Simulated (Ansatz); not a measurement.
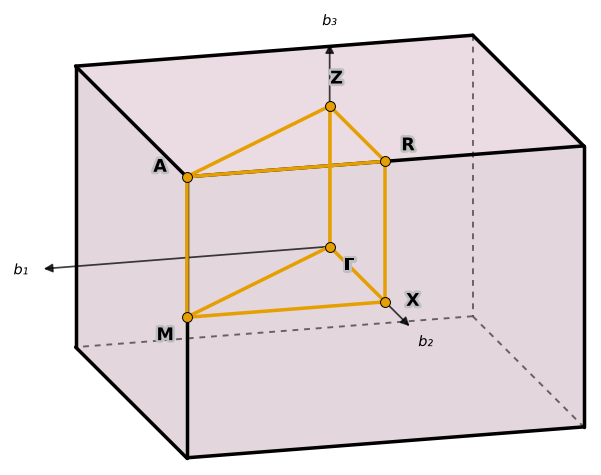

The first Brillouin zone and its special points. Crystal: AlGaN2, the input geometry of an electronic-structure calculation (not necessarily at equilibrium); the starting structure was generated, so it need not be a known form of this composition. The drawing is computed from the coordinates (standard cell, symmetry found to 0.002 Å).

Space group P-4m2, No. 115; a = 3.138 Å, b = 3.138 Å, c = 4.423 Å, α = 90.00°, β = 90.00°, γ = 90.00°.

Labels and path follow the convention of Hinuma et al. (2017), as computed by seekpath; the arrows show the directions of the reciprocal primitive vectors b₁, b₂, b₃, in which coordinates are given; lengths include the factor 2π.

Question: List the special points with their coordinates and distances from Γ.

Answer:
```
point   k₁   k₂   k₃  length of k (1/Å)
    Γ    0    0    0              0.000
    Z    0    0  1/2              0.710
    M  1/2  1/2    0              1.416
    A  1/2  1/2  1/2              1.584
    R    0  1/2  1/2              1.227
    X    0  1/2    0              1.001
```

Question: What is the zone's volume?

Answer: (2π)³ over the primitive cell's volume of 43.56 Å³: 5.69 Å⁻³.
